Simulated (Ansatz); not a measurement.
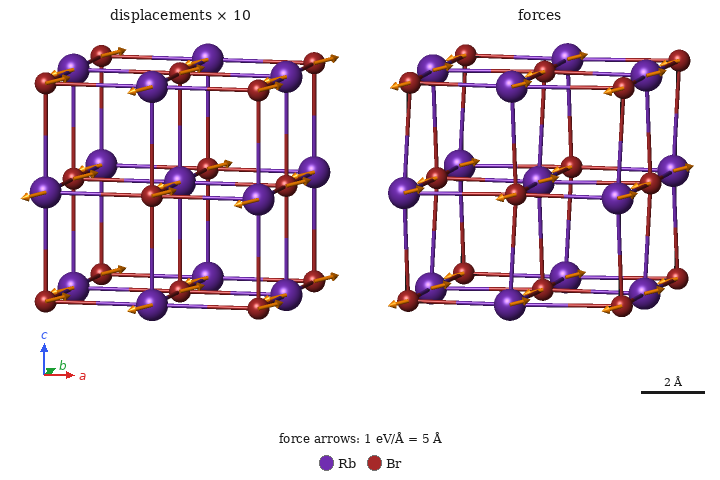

Left: solid RbBr (built on the rocksalt type), with orange arrows for the displacements applied to it (without the part that the change of the cell carries along). Right: the displaced structure with the computed forces. Besides, the cell is strained by +1.8 % along [2 −3 1], +0.9 % along [1 1 1], −0.7 % roughly along [1 0 −1] (volume +2.0 %). Style: ball-and-stick. Shown: the conventional cell (4 times the calculation's cell), slightly off an axis. Lengths and directions refer to the drawn axes.

All numbers below come from Ansatz, DFT PBE, scalar-relativistic, plane waves, PAW. Set-up: plane-wave cutoff 420 eV; k-point mesh 8 × 8 × 8; occupations gaussian; smearing width 0.05 eV; no spin polarisation.

Describe the distortion and the response.

Answer. Atoms are displaced by 0.09 Å relative to the cell: Br 0.09 Å roughly along [3 2 1], Rb 0.09 Å roughly along [−3 −2 −1]. No relaxation follows. It costs 7.3 meV per atom. Pressure: 0.0 GPa before, −0.1 GPa after. The principal stresses (compression positive) are 0.1 GPa along [2 0 −1], −0.1 GPa along [1 0 2], −0.3 GPa along b. The largest forces, 0.14 eV/Å, act on Rb and Br; on the Br atom it points along [−3 −2 −1]. The forces point straight back along the displacements (cosine −0.99). The gap on the k-mesh goes from 4.19 to 4.14 eV. Near-neighbour distances before and after: Br–Rb 3.508 → 3.391 to 3.673 Å. The space group (tolerance 0.01 Å) goes from Fm-3m (No. 225) to P1 (No. 1).
